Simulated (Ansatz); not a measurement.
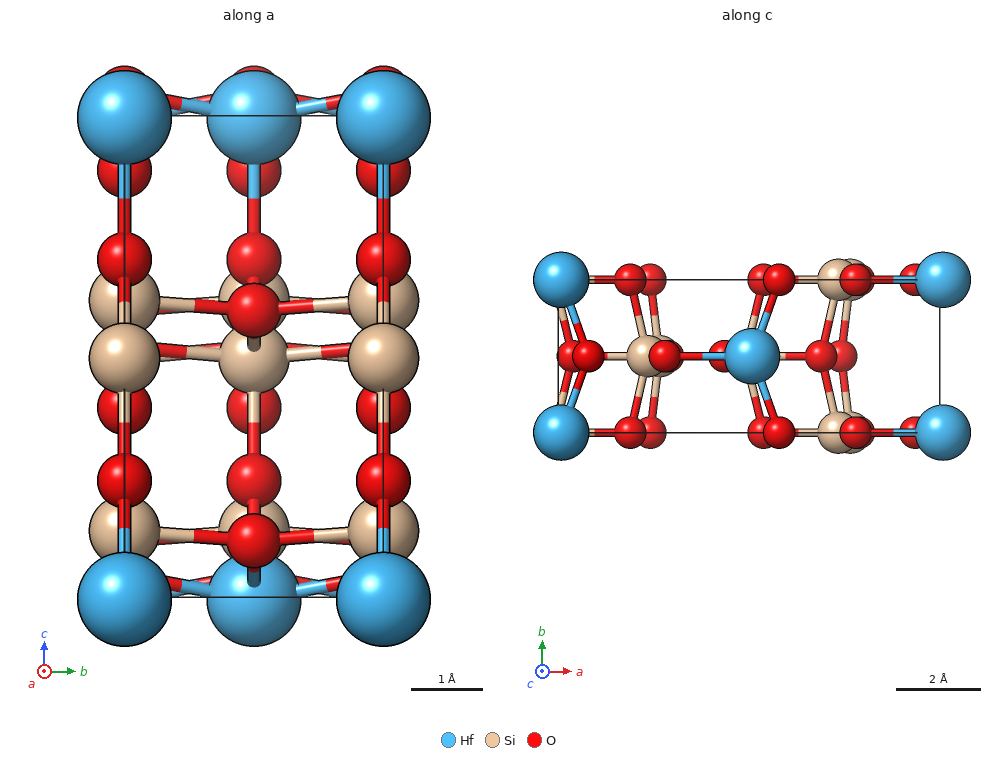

An orthographic ball-and-stick view of the structure, along the a axis and along the c axis. Thin lines show the conventional unit cell, with boundary atoms drawn in all their periodic places.

HfSi3O8, space group Cm (No. 8), a = 9.80 Å, b = 3.67 Å, c = 7.30 Å, α = 90.00°, β = 110.87°, γ = 90.00°.

Theory: Ansatz, DFT, PBE, plane waves, PAW. Numerical settings: a kinetic-energy cutoff of 420 eV, k-points about 0.25 Å⁻¹ apart, Fermi-Dirac smearing of 0.02 eV, no spin polarisation.

Q: How large a gap does the method give, if there is one?

A: An insulator at this level, with a gap of 4.38 eV, indirect; the smallest direct gap is 4.74 eV.

Provenance: a structure type filled with these elements by a generator (whether the compound takes this form wasn't checked). The picture shows the end point of a geometry optimisation with Ansatz 0.2.0, DFT, PBE, plane waves, PAW.
